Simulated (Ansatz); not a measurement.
Cu: geometry relaxation (part 1 of 2)

- system: Cu (slab, 8 atoms in the cell)
- method: DFT RPBE, scalar-relativistic, plane waves, PAW, no spin polarisation (Ansatz 0.2.0)

The structure derives from an entry of the Crystallography Open Database. The input holds or restrains some coordinates. Forces given for the steps count only the free coordinates. Figures and captions count atoms from 1; the log counts them from 0 in places.

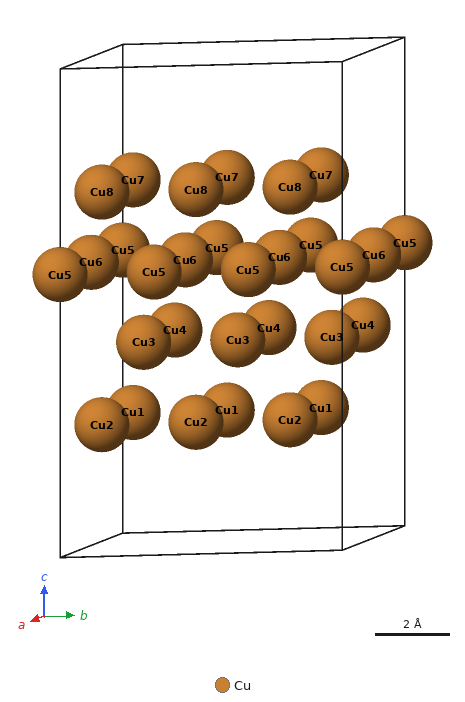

Figure 1. The starting structure (spheres-only view of the 1 × 3 repeat of the cell, with the vacuum cut short, seen slightly off an axis; atoms are numbered from 1 in the order of the input). An atom can appear more than once, as a periodic image.

**Input**
```yaml
crystal:
  lattice:
    - [5.1947230328, 0.0, 0.0]
    - [-1.2986807582, 2.249381056, 0.0]
    - [0.0, 0.0, 23.3622103927]
  atoms:
    - { symbol: Cu, position: [0.3333333333, 0.3333333333, 0.3638354358] }
    - { symbol: Cu, position: [0.8333333333, 0.3333333333, 0.3638354358] }
    - { symbol: Cu, position: [0.6666666667, 0.6666666667, 0.4546118119] }
    - { symbol: Cu, position: [0.1666666667, 0.6666666667, 0.4546118119] }
    - { symbol: Cu, position: [0.0, 0.0, 0.5453881881] }
    - { symbol: Cu, position: [0.5, 0.0, 0.5453881881] }
    - { symbol: Cu, position: [0.3333333333, 0.3333333333, 0.6361645642] }
    - { symbol: Cu, position: [0.8333333333, 0.3333333333, 0.6361645642] }
basis:
  ecutwfc: 420
kpoints:
  mp_grid: { grid: [7, 13, 1] }
hamiltonian:
  xc: rpbe
scf:
  occupations: { method: gaussian, width: 0.1 }
output:
  forces: true
  eigenvalues: true
relax:
  adjacent_minimum: "off"
  f_tol: 0.03
  max_steps: 70
  constraints: [{ sites: [0, 1, 2, 3] }]
efield:
  axis: 3
  dipole_correction: true
```

Launch command:
```bash
ansatz run input.yaml --threads 2 --pin off --max-ram 5120MiB --backend cpu --events-out ev --progress --plain --runs-dir out
```

**Log**
```
Warning: crystal.symmetry: narrowed to the stabiliser of the k-point mesh — unitary ops 4 → 2; excluded 2 operations that carry a point of the 7×13×1 mesh (shift [0, 0, 0]) off the mesh (the run samples exactly the mesh kpoints.mp_grid names, as under crystal.symmetry.detect: false, and its converged state has the mesh's symmetry, not the crystal's; ε∞, the Born charges and the force constants of a linear response (`dielectric:` by the response, `phonons.method: dfpt`) are averaged over those of the crystal's operations that the state keeps within a tolerance, where `mesh_tensors`, `unaveraged_element` or `gamma_mean_max_change_ev_ang2` stands beside them; a row that `dielectric.field_direction` solves alone is averaged likewise, with nothing beside; a Γ-centred mesh of equal divisions is mapped onto itself by every operation and keeps the whole group, as does a half-shifted one under kpoints.further_shifts: images)
Engine: ansatz 0.2.0, x86_64-unknown-linux-gnu
Pseudopotentials: kind: paw
Pseudopotential: Cu, paw, valence charge 19, recommended cutoff 420 eV (normal), Cu.paw.azcp
Functional definition: RPBE
  parameter kappa = 0.804
  parameter beta = 0.06672455060314922
  exchange = rpbe_x(kappa = kappa, mu = beta*pi^2/3)
  correlation = pbe_c(beta = beta)
Crystal: 8 atoms, lattice volume = 272.985 Å³
Basis set: ecut = 420 eV, 5385 PW (Γ), exchange–correlation on 72×36×320 points (8 copies of the dense FFT grid, shifted against one another)
Bands: 92, of which v1, the nominal top of the filled ones, is band 76 counted from 1 (75 counted from 0)
Symmetry: 2 space group operations
k-points: 46 of 91 (time reversal used)
Non-local potential: Cu, projectors of the file, l = 0: 3, l = 1: 2, l = 2: 3, l = 3: 1
PAW form: soft (Blöchl's): semilocal exchange-correlation on the pseudo side does not see the compensation charge
PAW frozen core: Cu, regenerated for the run's functional, and the local potential with it (the file was generated under x = pbe(κ = 0.804, μ = 0.2195149727645171), c = pbe(β = 0.06672455060314922))
PAW one-centre angular grid: Cu, 590 points (default); XC on 64 Gauss nodes
Initial density: superposition of atomic densities (neutral atoms: chi_scale 0, normalization atom), corrected by the library's trained network
Initial wavefunctions: pseudopotential atomic-orbital guess
Functional: x = rpbe, c = pbe(β = 0.06672455060314922)
SCF iter   1: F=—  HF=-53041.297007 eV  |F-HF|=—  |Δ(HF+E_count)|=         —  Δρ=6.19e-3  dr2=5.67e-2  ethr=1.77e-3  p=0.000 e·Å  D=4.27e-14 V/Å  ΔV_dip=-0.00 eV  dr2_dipole=7.08e-10  V_vac-E_F(+/−)=4.73/4.73 eV  ⟨swp⟩=7.2  Hψ=17425  notcnv=0  defer=163
efield: sawtooth ramp at fractional position 0.9500 (placed from the atoms, in the widest stretch of the axis that holds none; the zero of the levels goes with the place), width 0.1000; the density the first Hamiltonian is built on has a dipole p = 0.000 e·Å; the dipole correction subtracts the counter field D = 4.27e-14 V/Å, which shifts the + side's vacuum level by -0.00 eV against the − side's; the planar-averaged density in the ramp window peaks in size at 5.1e-5 e/Å³
preconditioner: auto → LDOS  [metal: Δε(μ)=0.011 eV  Ē_g=8.141 eV  σ=0.100 eV  W_gap=0.06  n_scr=54 (ndim 8)  ℏωp=21.1 eV  f_vac=0.594  D(μ)=3.12/eV (n_scr^D=16)  β→1.0]
SCF iter   2: F=—  HF=-53041.426308 eV  |F-HF|=—  |Δ(HF+E_count)|=   1.29e-1  Δρ=1.90e-2  dr2=5.43e-1  ethr=3.73e-5  p=-0.000 e·Å  D=-1.76e-6 V/Å  ΔV_dip=0.00 eV  dr2_dipole=1.39e-10  V_vac-E_F(+/−)=4.56/4.56 eV  ⟨swp⟩=3.0  Hψ=9799  notcnv=0  defer=464
SCF iter   3: F=—  HF=-53041.299118 eV  |F-HF|=—  |Δ(HF+E_count)|=   1.27e-1  Δρ=1.04e-3  dr2=2.18e-3  ethr=3.73e-5  p=-0.000 e·Å  D=-2.06e-6 V/Å  ΔV_dip=0.00 eV  dr2_dipole=4.37e-10  V_vac-E_F(+/−)=4.67/4.67 eV  ⟨swp⟩=2.5  Hψ=7644  notcnv=0  defer=464
SCF iter   4: F=—  HF=-53041.298901 eV  |F-HF|=—  |Δ(HF+E_count)|=   2.17e-4  Δρ=1.04e-3  dr2=1.79e-3  ethr=1.43e-6  p=-0.000 e·Å  D=-9.24e-7 V/Å  ΔV_dip=0.00 eV  dr2_dipole=6.00e-11  V_vac-E_F(+/−)=4.65/4.65 eV  ⟨swp⟩=3.0  Hψ=8371  notcnv=0  defer=353
SCF iter   5: F=—  HF=-53041.298576 eV  |F-HF|=—  |Δ(HF+E_count)|=   3.25e-4  Δρ=1.48e-4  dr2=8.86e-5  ethr=1.18e-6  p=-0.000 e·Å  D=-6.28e-7 V/Å  ΔV_dip=0.00 eV  dr2_dipole=1.79e-11  V_vac-E_F(+/−)=4.65/4.65 eV  ⟨swp⟩=2.0  Hψ=5653  notcnv=0  defer=353
SCF iter   6: F=-53041.298570 eV  HF=-53041.298575 eV  |F-HF|=5.08e-6  |Δ(HF+E_count)|=   5.98e-7  Δρ=7.02e-5  dr2=1.13e-5  ethr=1.48e-8  p=-0.000 e·Å  D=-1.97e-7 V/Å  ΔV_dip=0.00 eV  dr2_dipole=7.14e-13  V_vac-E_F(+/−)=4.65/4.65 eV  ⟨swp⟩=15.1  Hψ=22871  notcnv=0
SCF 1 converged in 6 iterations: F = -53041.298570 eV  dr2 = 1.13e-5
  greatest PAW one-centre occupation: 1.000 electrons in one spin orbital (limit 2), on the Cu atom at site 1 (counted from 0), in its partial waves of l = 0
relax step   1: F+E_penalty+E_count = -53041.29857017 eV  Δ(F+E_penalty+E_count) = +0.000e0 eV  max|allowed force component| = 7.581e-2 eV/Å  Δτ_max = 0.0000 Å  (6 SCF iters, dr2 threshold 2.25e-5 eV, accepted)
Initial density: handed on by an earlier stage of this run
Initial wavefunctions: those handed on with the density
iter 1 solved again at ethr=1.77e-6 eV; its pass at ethr=3.10e-3 eV (dr2=2.69e-3 eV) is discarded
SCF iter   1: F=—  HF=-53041.301410 eV  |F-HF|=—  |Δ(HF+E_count)|=         —  Δρ=1.29e-3  dr2=2.56e-3  ethr=1.77e-6  p=-0.000 e·Å  D=-7.93e-7 V/Å  ΔV_dip=0.00 eV  dr2_dipole=7.99e-5  V_vac-E_F(+/−)=4.65/4.65 eV  ⟨swp⟩=2.6  Hψ=12471  notcnv=0  defer=469
efield: sawtooth ramp at fractional position 0.9500 (handed on by an earlier solve), width 0.1000; the density the first Hamiltonian is built on has a dipole p = -0.000 e·Å; the dipole correction subtracts the counter field D = -7.93e-7 V/Å, which shifts the + side's vacuum level by +0.00 eV against the − side's; the planar-averaged density in the ramp window peaks in size at 1.9e-5 e/Å³
preconditioner: auto → LDOS  [metal: Δε(μ)=0.020 eV  Ē_g=8.141 eV  σ=0.100 eV  W_gap=0.11  n_scr=54 (ndim 8)  ℏωp=21.1 eV  f_vac=0.596  D(μ)=3.16/eV (n_scr^D=16)  β→1.0]
SCF iter   2: F=—  HF=-53041.301218 eV  |F-HF|=—  |Δ(HF+E_count)|=   1.92e-4  Δρ=1.46e-3  dr2=3.94e-3  ethr=1.68e-6  p=-0.001 e·Å  D=-6.57e-4 V/Å  ΔV_dip=0.02 eV  dr2_dipole=1.91e-4  V_vac-E_F(+/−)=4.67/4.65 eV  ⟨swp⟩=2.0  Hψ=7166  notcnv=0  defer=469
SCF iter   3: F=—  HF=-53041.300851 eV  |F-HF|=—  |Δ(HF+E_count)|=   3.67e-4  Δρ=1.17e-3  dr2=2.42e-3  ethr=1.68e-6  p=0.000 e·Å  D=3.31e-4 V/Å  ΔV_dip=-0.01 eV  dr2_dipole=1.07e-4  V_vac-E_F(+/−)=4.64/4.65 eV  ⟨swp⟩=2.0  Hψ=7073  notcnv=0  defer=469
SCF iter   4: F=—  HF=-53041.300483 eV  |F-HF|=—  |Δ(HF+E_count)|=   3.68e-4  Δρ=4.63e-4  dr2=3.80e-4  ethr=1.59e-6  p=0.001 e·Å  D=3.48e-4 V/Å  ΔV_dip=-0.01 eV  dr2_dipole=1.17e-5  V_vac-E_F(+/−)=4.64/4.65 eV  ⟨swp⟩=2.4  Hψ=5108  notcnv=0  defer=469
SCF iter   5: F=—  HF=-53041.300430 eV  |F-HF|=—  |Δ(HF+E_count)|=   5.32e-5  Δρ=1.19e-4  dr2=2.48e-5  ethr=2.50e-7  p=0.000 e·Å  D=2.22e-4 V/Å  ΔV_dip=-0.01 eV  dr2_dipole=1.39e-6  V_vac-E_F(+/−)=4.65/4.65 eV  ⟨swp⟩=2.0  Hψ=5401  notcnv=0  defer=469
SCF iter   6: F=—  HF=-53041.300553 eV  |F-HF|=—  |Δ(HF+E_count)|=   1.23e-4  Δρ=1.90e-5  dr2=1.04e-6  ethr=1.63e-8  p=0.000 e·Å  D=2.29e-4 V/Å  ΔV_dip=-0.01 eV  dr2_dipole=1.48e-7  V_vac-E_F(+/−)=4.65/4.65 eV  ⟨swp⟩=2.3  Hψ=5853  notcnv=0  defer=469
iter 7 did not close the SCF: its close was put off until two iterations running show no level that it waits for move by more than its bar (scf_convergence_deferred on its scf_iter line)
SCF iter   7: F=-53041.300556 eV  HF=-53041.300555 eV  |F-HF|=9.08e-7  |Δ(HF+E_count)|=   2.07e-6  Δρ=5.43e-6  dr2=4.13e-8  ethr=6.58e-11  p=0.000 e·Å  D=2.16e-4 V/Å  ΔV_dip=-0.01 eV  dr2_dipole=8.40e-12  V_vac-E_F(+/−)=4.65/4.65 eV  ⟨swp⟩=11.4  Hψ=23992  notcnv=0
iter 8 did not close the SCF: its close was put off until two iterations running show no level that it waits for move by more than its bar (scf_convergence_deferred on its scf_iter line)
SCF iter   8: F=-53041.300556 eV  HF=-53041.300556 eV  |F-HF|=2.11e-7  |Δ(HF+E_count)|=   7.00e-7  Δρ=4.02e-6  dr2=3.17e-8  ethr=2.71e-11  p=0.000 e·Å  D=2.09e-4 V/Å  ΔV_dip=-0.00 eV  dr2_dipole=6.00e-13  V_vac-E_F(+/−)=4.65/4.65 eV  ⟨swp⟩=6.6  Hψ=17000  notcnv=0
SCF iter   9: F=-53041.300556 eV  HF=-53041.300556 eV  |F-HF|=1.28e-8  |Δ(HF+E_count)|=   2.19e-7  Δρ=1.47e-6  dr2=6.85e-9  ethr=2.08e-11  p=0.000 e·Å  D=2.05e-4 V/Å  ΔV_dip=-0.00 eV  dr2_dipole=2.67e-10  V_vac-E_F(+/−)=4.65/4.65 eV  ⟨swp⟩=6.1  Hψ=15804  notcnv=0
SCF 2 converged in 9 iterations: F = -53041.300556 eV  dr2 = 6.85e-9
relax step   2: F+E_penalty+E_count = -53041.30055580 eV  Δ(F+E_penalty+E_count) = -1.986e-3 eV  max|allowed force component| = 4.444e-2 eV/Å  Δτ_max = 0.0181 Å  (9 SCF iters, accepted)
SCF iter   1: F=—  HF=-53041.303816 eV  |F-HF|=—  |Δ(HF+E_count)|=         —  Δρ=1.89e-3  dr2=6.14e-3  ethr=3.82e-5  p=0.000 e·Å  D=2.04e-4 V/Å  ΔV_dip=-0.00 eV  dr2_dipole=4.16e-4  V_vac-E_F(+/−)=4.64/4.65 eV  ⟨swp⟩=3.0  Hψ=7822  notcnv=0  defer=469
efield: sawtooth ramp at fractional position 0.9500 (handed on by an earlier solve), width 0.1000; the density the first Hamiltonian is built on has a dipole p = 0.000 e·Å; the dipole correction subtracts the counter field D = 2.04e-4 V/Å, which shifts the + side's vacuum level by -0.00 eV against the − side's; the planar-averaged density in the ramp window peaks in size at 2.2e-5 e/Å³
preconditioner: auto → LDOS  [metal: Δε(μ)=0.021 eV  Ē_g=8.158 eV  σ=0.100 eV  W_gap=0.12  n_scr=54 (ndim 8)  ℏωp=21.1 eV  f_vac=0.597  D(μ)=3.08/eV (n_scr^D=16)  β→1.0]
SCF iter   2: F=—  HF=-53041.302599 eV  |F-HF|=—  |Δ(HF+E_count)|=   1.22e-3  Δρ=1.74e-3  dr2=5.53e-3  ethr=4.04e-6  p=-0.000 e·Å  D=-2.88e-4 V/Å  ΔV_dip=0.01 eV  dr2_dipole=8.37e-5  V_vac-E_F(+/−)=4.66/4.66 eV  ⟨swp⟩=2.0  Hψ=7841  notcnv=0  defer=473
SCF iter   3: F=—  HF=-53041.302651 eV  |F-HF|=—  |Δ(HF+E_count)|=   5.15e-5  Δρ=1.95e-3  dr2=6.36e-3  ethr=3.64e-6  p=0.001 e·Å  D=9.79e-4 V/Å  ΔV_dip=-0.02 eV  dr2_dipole=1.12e-4  V_vac-E_F(+/−)=4.63/4.65 eV  ⟨swp⟩=2.0  Hψ=7057  notcnv=0  defer=473
SCF iter   4: F=—  HF=-53041.301645 eV  |F-HF|=—  |Δ(HF+E_count)|=   1.01e-3  Δρ=7.49e-4  dr2=9.38e-4  ethr=3.64e-6  p=0.001 e·Å  D=8.24e-4 V/Å  ΔV_dip=-0.02 eV  dr2_dipole=7.49e-6  V_vac-E_F(+/−)=4.63/4.65 eV  ⟨swp⟩=2.0  Hψ=4933  notcnv=0  defer=473
SCF iter   5: F=—  HF=-53041.301477 eV  |F-HF|=—  |Δ(HF+E_count)|=   1.68e-4  Δρ=2.20e-4  dr2=7.68e-5  ethr=6.17e-7  p=0.001 e·Å  D=5.80e-4 V/Å  ΔV_dip=-0.01 eV  dr2_dipole=8.22e-7  V_vac-E_F(+/−)=4.64/4.65 eV  ⟨swp⟩=2.0  Hψ=5554  notcnv=0  defer=473
SCF iter   6: F=—  HF=-53041.301602 eV  |F-HF|=—  |Δ(HF+E_count)|=   1.25e-4  Δρ=4.30e-5  dr2=3.16e-6  ethr=5.05e-8  p=0.001 e·Å  D=5.53e-4 V/Å  ΔV_dip=-0.01 eV  dr2_dipole=1.30e-8  V_vac-E_F(+/−)=4.64/4.65 eV  ⟨swp⟩=2.1  Hψ=6173  notcnv=0  defer=473
SCF iter   7: F=—  HF=-53041.301604 eV  |F-HF|=—  |Δ(HF+E_count)|=   2.56e-6  Δρ=1.40e-5  dr2=3.69e-7  ethr=2.08e-9  p=0.001 e·Å  D=5.19e-4 V/Å  ΔV_dip=-0.01 eV  dr2_dipole=3.73e-8  V_vac-E_F(+/−)=4.64/4.65 eV  ⟨swp⟩=2.7  Hψ=7092  notcnv=0  defer=473
SCF iter   8: F=—  HF=-53041.301605 eV  |F-HF|=—  |Δ(HF+E_count)|=   1.08e-6  Δρ=9.13e-6  dr2=1.68e-7  ethr=6.58e-11  p=0.001 e·Å  D=5.08e-4 V/Å  ΔV_dip=-0.01 eV  dr2_dipole=1.18e-8  V_vac-E_F(+/−)=4.64/4.65 eV  ⟨swp⟩=13.2  Hψ=22402  notcnv=0
iter 9 did not close the SCF: its close was put off until two iterations running show no level that it waits for move by more than its bar (scf_convergence_deferred on its scf_iter line)
SCF iter   9: F=-53041.301605 eV  HF=-53041.301605 eV  |F-HF|=2.03e-8  |Δ(HF+E_count)|=   2.11e-7  Δρ=2.24e-6  dr2=2.46e-8  ethr=6.58e-11  p=0.001 e·Å  D=5.02e-4 V/Å  ΔV_dip=-0.01 eV  dr2_dipole=4.21e-9  V_vac-E_F(+/−)=4.64/4.65 eV  ⟨swp⟩=8.2  Hψ=16599  notcnv=0
SCF iter  10: F=-53041.301605 eV  HF=-53041.301605 eV  |F-HF|=3.26e-8  |Δ(HF+E_count)|=   1.07e-8  Δρ=1.34e-6  dr2=3.36e-9  ethr=1.62e-11  p=0.001 e·Å  D=5.01e-4 V/Å  ΔV_dip=-0.01 eV  dr2_dipole=2.68e-11  V_vac-E_F(+/−)=4.64/4.65 eV  ⟨swp⟩=4.0  Hψ=14169  notcnv=0
SCF 3 converged in 10 iterations: F = -53041.301605 eV  dr2 = 3.36e-9
relax step   3: F+E_penalty+E_count = -53041.30160548 eV  Δ(F+E_penalty+E_count) = -1.050e-3 eV  max|allowed force component| = 2.458e-3 eV/Å  Δτ_max = 0.0268 Å  (10 SCF iters, accepted)
```

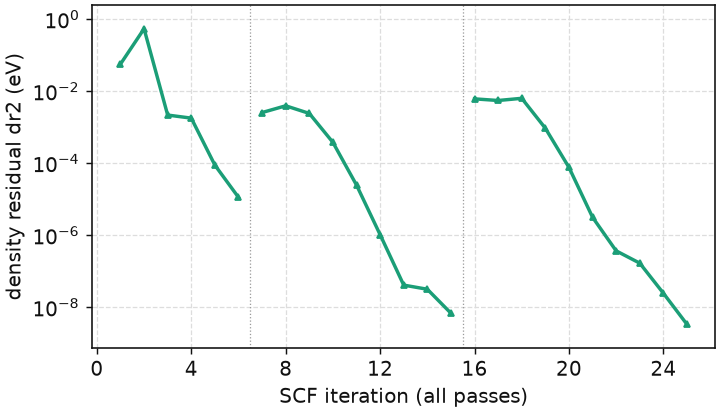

Figure 2. Convergence of the self-consistent field: density residual dr2 against the SCF iteration. The dotted lines part the SCF passes of the relaxation: geometry steps, rejected trials and re-solves on a re-selected basis. The passes take 6, 9 and 10 iterations.

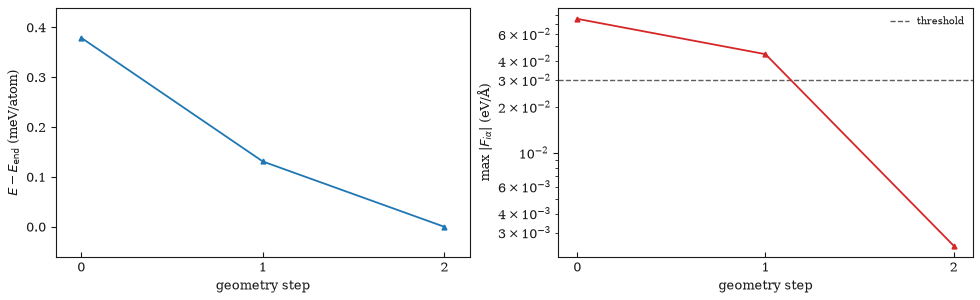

Figure 3. Progress of the restrained relaxation, step by step (the first geometry is step 0 here and step 1 in the log).
